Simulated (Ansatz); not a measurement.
## Geometry relaxation of Pt (part 2 of 2)

Continued. System: Pt (slab, 3 atoms in the cell). Method: DFT PBE, scalar-relativistic, plane waves, PAW, PAW set soft_1, no spin polarisation (Ansatz 0.2.0); cutoff 420 eV, 10×10×1 k-mesh, Gaussian smearing of 0.1 eV. The structure derives from an entry of the Crystallography Open Database. The input holds or restrains some coordinates. Forces given for the steps count only the free coordinates.

Geometry of the input (Å; fractional positions):
```
2.8072  0.0000  0.0000
0.0000  2.8072  0.0000
0.0000  0.0000  17.9699
Pt 0.5000  0.5000  0.3895
Pt 0.0000  0.0000  0.5000
Pt 0.5000  0.5000  0.6105
```

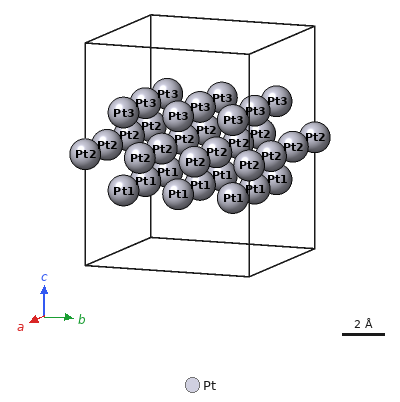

**Figure 1.** The geometry at step 2 of the log (spheres-only view of the 3 × 3 repeat of the cell, with the vacuum cut short, seen slightly off an axis; atoms are numbered from 1 in the order of the input).

**Log, continued**
```
relax step   3: F+E_penalty+E_count = -37572.31026447 eV  Δ(F+E_penalty+E_count) = -1.160e-2 eV  max|allowed force component| = 1.779e-2 eV/Å  Δτ_max = 0.0762 Å  (8 SCF iters, dr2 threshold 7.17e-6 eV, accepted)
iter 1 solved again at ethr=2.48e-9 eV; its pass at ethr=3.10e-3 eV (dr2=1.34e-6 eV) is discarded
SCF iter   1: F=—  HF=-37572.310254 eV  |F-HF|=—  |Δ(HF+E_count)|=         —  Δρ=2.15e-5  dr2=1.34e-6  ethr=2.48e-9  p=0.000 e·Å  D=3.83e-5 V/Å  ΔV_dip=-0.00 eV  dr2_dipole=2.32e-8  V_vac-E_F(+/−)=5.69/5.69 eV  ⟨swp⟩=1.0  Hψ=1890  notcnv=0
efield: sawtooth ramp at fractional position 0.9800 (handed on by an earlier solve), width 0.0400; the density the first Hamiltonian is built on has a dipole p = 0.000 e·Å; the dipole correction subtracts the counter field D = 3.83e-5 V/Å, which shifts the + side's vacuum level by -0.00 eV against the − side's; the planar-averaged density in the ramp window peaks in size at 7.2e-6 e/Å³
preconditioner: auto → LDOS  [metal: Δε(μ)=0.006 eV  Ē_g=7.132 eV  σ=0.100 eV  W_gap=0.03  n_scr=24 (ndim 8)  ℏωp=17.1 eV  f_vac=0.591  D(μ)=5.79/eV (n_scr^D=50)  β→1.0]
SCF iter   2: F=—  HF=-37572.310266 eV  |F-HF|=—  |Δ(HF+E_count)|=   1.16e-5  Δρ=1.40e-5  dr2=1.51e-6  ethr=2.48e-9  p=-0.000 e·Å  D=-2.22e-5 V/Å  ΔV_dip=0.00 eV  dr2_dipole=1.09e-7  V_vac-E_F(+/−)=5.69/5.69 eV  ⟨swp⟩=2.0  Hψ=990  notcnv=0
SCF iter   3: F=—  HF=-37572.310266 eV  |F-HF|=—  |Δ(HF+E_count)|=   1.06e-7  Δρ=8.92e-6  dr2=2.39e-7  ethr=2.48e-9  p=0.000 e·Å  D=1.88e-5 V/Å  ΔV_dip=-0.00 eV  dr2_dipole=2.00e-9  V_vac-E_F(+/−)=5.69/5.69 eV  ⟨swp⟩=2.0  Hψ=975  notcnv=0
SCF iter   4: F=-37572.310266 eV  HF=-37572.310266 eV  |F-HF|=3.50e-9  |Δ(HF+E_count)|=   6.38e-8  Δρ=2.78e-6  dr2=1.79e-8  ethr=1.85e-10  p=0.000 e·Å  D=1.37e-5 V/Å  ΔV_dip=-0.00 eV  dr2_dipole=8.43e-11  V_vac-E_F(+/−)=5.69/5.69 eV  ⟨swp⟩=5.3  Hψ=2974  notcnv=0
SCF 4 converged in 4 iterations: F = -37572.310266 eV  dr2 = 1.79e-8
relax step   4: F+E_penalty+E_count = -37572.31026556 eV  Δ(F+E_penalty+E_count) = -1.089e-6 eV  max|allowed force component| = 1.775e-2 eV/Å  Δτ_max = 0.0000 Å  (4 SCF iters, accepted)
```

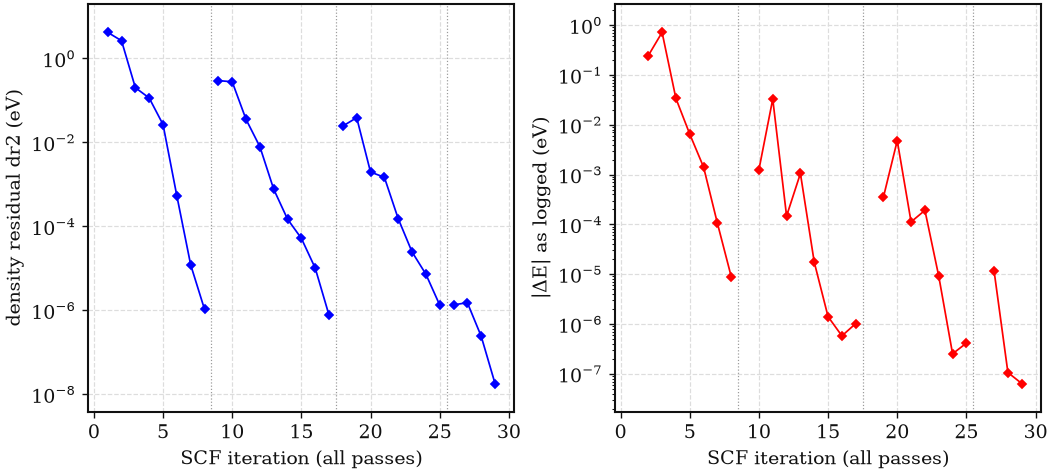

**Figure 2.** Convergence of the self-consistent field: density residual dr2 and size of the energy change against the SCF iteration. The dotted lines part the SCF passes of the relaxation: geometry steps, rejected trials and re-solves on a re-selected basis. The passes take 8, 9, 8 and 4 iterations.

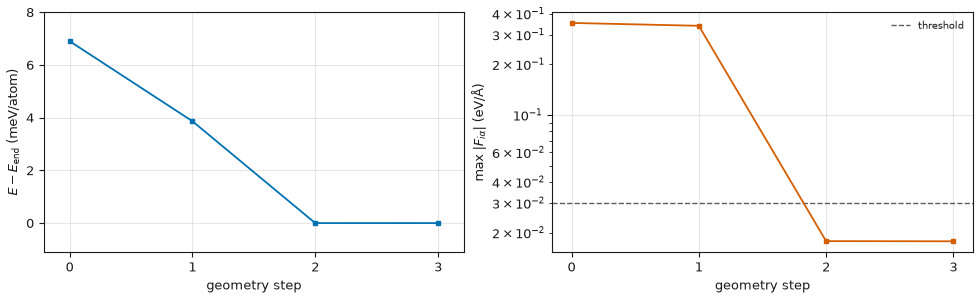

**Figure 3.** Progress of the restrained relaxation, step by step (the first geometry is step 0 here and step 1 in the log).

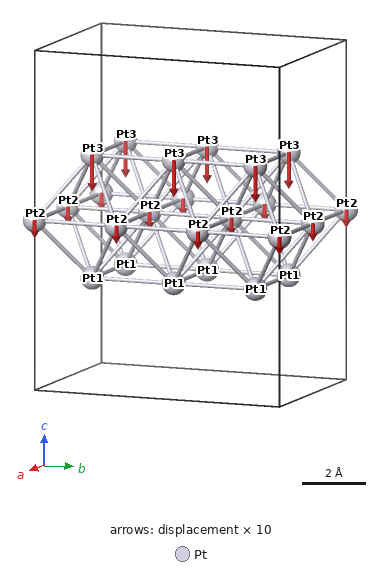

**Figure 4.** The starting structure with the displacements as red arrows, magnified 10 times (ball-and-stick view of the 2 × 3 repeat of the cell, with the vacuum cut short, seen slightly off an axis). The atom that moves furthest is Pt3 (0.12 Å). The cell stays as it was. Among the contacts that change: Pt1–Pt2 2.807 → 2.766 Å. The energy falls by 6.9 meV per atom in 3 geometry steps. Largest force component: 0.35 eV/Å at the start, 0.018 eV/Å at the end. (Atoms are counted from 1 in the order of the input.)

```
SCF converged after 4 iterations
Free energy (F): -37572.310266 eV
Harris-Foulkes:  -37572.310266 eV  (|F-HF|=3.50e-9)
Internal energy: -37572.281298 eV  (E = F + TS)
E sigma→0 (E₀):  -37572.295782 eV
Entropy (-TS):   -0.028968 eV (-9.656 meV/atom)
Fermi energy:    3.566506 eV
Dipole field:    D = -0.000001 V/Å  (p = -0.000001 e·Å, saw-weighted, corrected)
Work function:   Φ+ = 5.6879 eV   Φ− = 5.6879 eV
Levels:          The Fermi level and band energies are counted from a zero that moves with the ramp; work functions are not
--- Per-component energies (eV) ---
  E_band       = -1427.498697
  E_kinetic    = 1786.442066
  E_local      = -52004.631292  (includes V_loc(G=0)·N_el)
  E_nonlocal   = 611.958382
  E_hartree    = 24970.101874
  E_xc         = -693.216838
  E_vxc        = -808.835959  (∫ρ·V_xc dr)
  E_paw        = -28451.538307  (= ΣΔE_a)
  E_vpaw       = -952.649348  (= ΣTr[D̂ρ^β])
  E_aug_tail   = 0.003488  (compensation charges beyond the density's cutoff)
  E_efield     = 0.000000  (sawtooth field / dipole correction)
  E_vefield    = -0.000003  (∫n·V_field dr)
  E_ewald      = 16208.599328
  E_smearing   = -0.028968  (= −TS)
  E_closure    = -0.000000  (closes the sum)
  Σ components = -37572.310266   (vs F -37572.310266, Δ=0.00e0)
--- Forces (eV/Å), atoms counted from 1 ---
  atom   1  Pt     0.00000000     0.00000000    -0.00862218
  atom   2  Pt     0.00000000     0.00000000    -0.00912246
  atom   3  Pt    -0.00000000     0.00000000     0.01774604
  max |Σ_I F_I| component: 1.40e-6 eV/Å
--- Band table (eV; the first three rows and the last of 21) ---
  k-point 0: bands = ["-95.0186", "-94.3488", "-94.3469", "-49.2752", "-49.0290", "-49.0290", "-48.4673", "-48.4673", "-48.4586", "-48.4586", "-48.3555", "-48.3248", "-5.3025", "-2.7870", "-2.6566", "-2.3738", "-1.0525", "-0.1269", "0.4724", "0.4724", "1.3691", "1.9182", "2.2361", "2.2823", "2.2823", "3.1986", "3.3926", "3.6518", "3.7097", "3.7097", "5.6842", "8.9562", "9.6246"]
  k-point 1: bands = ["-95.0177", "-94.3479", "-94.3461", "-49.2730", "-49.0519", "-49.0265", "-48.4862", "-48.4807", "-48.4656", "-48.4578", "-48.3505", "-48.3252", "-5.0624", "-2.6051", "-2.4885", "-2.2017", "-0.9511", "-0.0090", "0.3229", "0.5016", "1.5058", "1.7010", "1.7884", "2.0644", "2.5637", "2.9635", "3.1302", "3.5247", "3.8015", "3.9641", "6.4781", "9.1414", "9.8588"]
  k-point 2: bands = ["-95.0153", "-94.3456", "-94.3438", "-49.2681", "-49.1109", "-49.0201", "-48.5383", "-48.5340", "-48.4613", "-48.4555", "-48.3388", "-48.3269", "-4.4177", "-2.3547", "-2.2103", "-1.5767", "-0.4422", "0.1784", "0.2930", "0.5538", "1.1718", "1.2555", "1.4054", "2.1841", "2.5134", "2.6013", "2.6875", "3.3947", "3.8251", "4.9148", "7.8263", "9.6849", "10.5489"]
  k-point 20: bands = ["-94.9998", "-94.3304", "-94.3287", "-49.2350", "-49.2350", "-49.2082", "-48.6633", "-48.6633", "-48.6447", "-48.6447", "-48.3155", "-48.3126", "-2.6471", "-2.2207", "-2.0873", "-2.0873", "-1.1288", "0.1202", "0.1202", "2.3831", "2.8414", "2.8414", "2.9694", "3.4029", "3.9088", "4.4107", "4.4139", "7.1877", "7.1877", "10.9428", "10.9428", "11.1465", "11.2276"]
--- Relaxed structure (4 steps of the walk, 4 accepted, 0 SCFs on fresh bases) ---
  F+E_penalty+E_count = -37572.31026556 eV   max|allowed force component| = 1.775e-2 eV/Å
  atoms:
    - { symbol: Pt, position: [0.5, 0.5, 0.38953964739999997] }
    - { symbol: Pt, position: [-5.574373432359522e-35, 0.0, 0.4967395046314718] }
    - { symbol: Pt, position: [0.5, 0.5, 0.6038638121847865] }
```

**Trajectory as extended XYZ (Å, eV, eV/Å), 4 frames, from step=1 to step=4**
```
3
Lattice="2.8072 0.0000 0.0000 0.0000 2.8072 0.0000 0.0000 0.0000 17.9699" Properties=species:S:1:pos:R:3:forces:R:3 step=1 energy=-37572.28955
Pt    1.4036    1.4036    7.0000    0.0000   0.0000   0.3523
Pt    0.0000    0.0000    8.9850    0.0000   0.0000   0.0000
Pt    1.4036    1.4036   10.9699    0.0000   0.0000  -0.3524
3
Lattice="2.8072 0.0000 0.0000 0.0000 2.8072 0.0000 0.0000 0.0000 17.9699" Properties=species:S:1:pos:R:3:forces:R:3 step=2 energy=-37572.29867
Pt    1.4036    1.4036    7.0000    0.0000   0.0000  -0.2415
Pt    0.0000    0.0000    8.8941    0.0000   0.0000  -0.0971
Pt    1.4036    1.4036   10.7752    0.0000   0.0000   0.3388
3
Lattice="2.8072 0.0000 0.0000 0.0000 2.8072 0.0000 0.0000 0.0000 17.9699" Properties=species:S:1:pos:R:3:forces:R:3 step=3 energy=-37572.31026
Pt    1.4036    1.4036    7.0000    0.0000   0.0000  -0.0090
Pt    0.0000    0.0000    8.9264    0.0000   0.0000  -0.0089
Pt    1.4036    1.4036   10.8514    0.0000   0.0000   0.0178
3
Lattice="2.8072 0.0000 0.0000 0.0000 2.8072 0.0000 0.0000 0.0000 17.9699" Properties=species:S:1:pos:R:3:forces:R:3 step=4 energy=-37572.31027
Pt    1.4036    1.4036    7.0000    0.0000   0.0000  -0.0086
Pt    0.0000    0.0000    8.9264    0.0000   0.0000  -0.0091
Pt    1.4036    1.4036   10.8514    0.0000   0.0000   0.0177
```

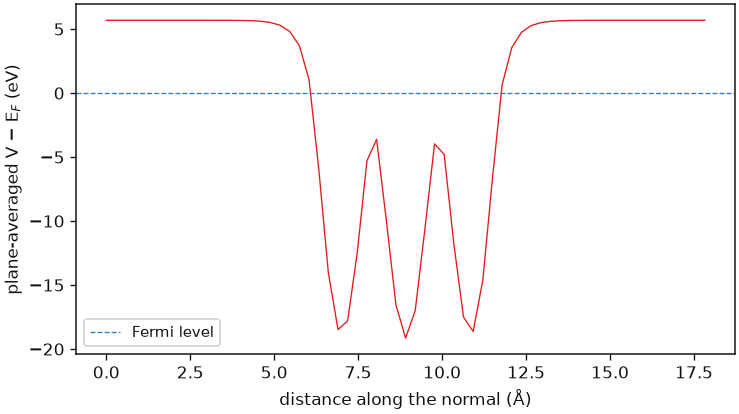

**Figure 5.** Plane average of the electrostatic potential energy of an electron across the cell, from the Fermi level. The vacuum level lies 5.69 eV above the Fermi level.
